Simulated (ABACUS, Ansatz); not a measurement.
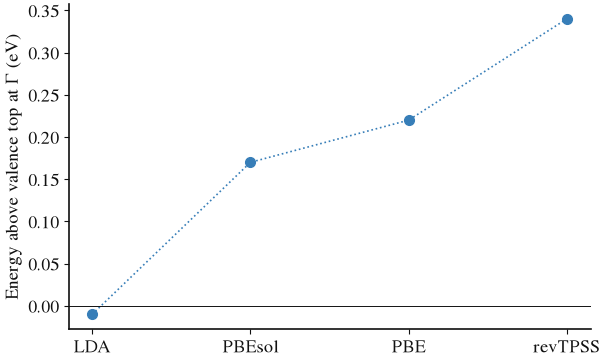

Lowest conduction level at Γ, counted from the valence-band top at Γ, by several methods on one cell of diamond-type Ge, space group Fd-3m, 2 atoms in the primitive cell, volume scaled by a factor 0.98; cubic a = 5.620 Å. All runs are without spin-orbit coupling and carry no moments. The cell is at 5 GPa in PBE. A negative value at Γ means that the s-like level, then filled, lies under the p-like triplet: the bands are inverted and there is no gap.

Question: Which methods leave a gap at Γ?

Answer: PBEsol (0.17 eV), PBE (0.22 eV) and revTPSS (0.34 eV); under LDA the bands are inverted and the gap is closed.

Question: How do the methods rank at Γ?

Answer: From low to high: LDA −0.01, PBEsol 0.17, PBE 0.22, revTPSS 0.34 eV. Too close to rank are PBEsol against PBE.

| method | program | Γ (eV) |
| --- | --- | --- |
| LDA | Ansatz LAPW | −0.01 |
| PBEsol | Ansatz LAPW | 0.17 |
| PBE | Ansatz LAPW | 0.22 |
| revTPSS | ABACUS | 0.34 |

Settings. LDA: all-electron LAPW, 8×8×8 k mesh, Fermi-Dirac smearing of 0.05 eV (Ansatz 0.2.0). PBEsol: all-electron LAPW, 8×8×8 k mesh, Fermi-Dirac smearing of 0.05 eV (Ansatz). PBE: all-electron LAPW, 8×8×8 k mesh, Fermi-Dirac smearing of 0.05 eV (Ansatz). revTPSS: SG15 ONCV 1.2 PBE, 5×5×5 k mesh, 1238 eV cutoff, Fermi-Dirac smearing of 0.05 eV (ABACUS 3.10.1).

These are four of the 12 methods that were run on this cell. The runs come from different programs and meshes, which adds differences of its own. Spin-orbit coupling is left out, which matters for Ge. Measured Ge has an indirect gap, with the conduction bottom at L. LDA, GGA and most meta-GGA functionals understate gaps. revTPSS: the potentials were made for another functional. Measured Ge has a positive gap at its own volume; LDA close it.
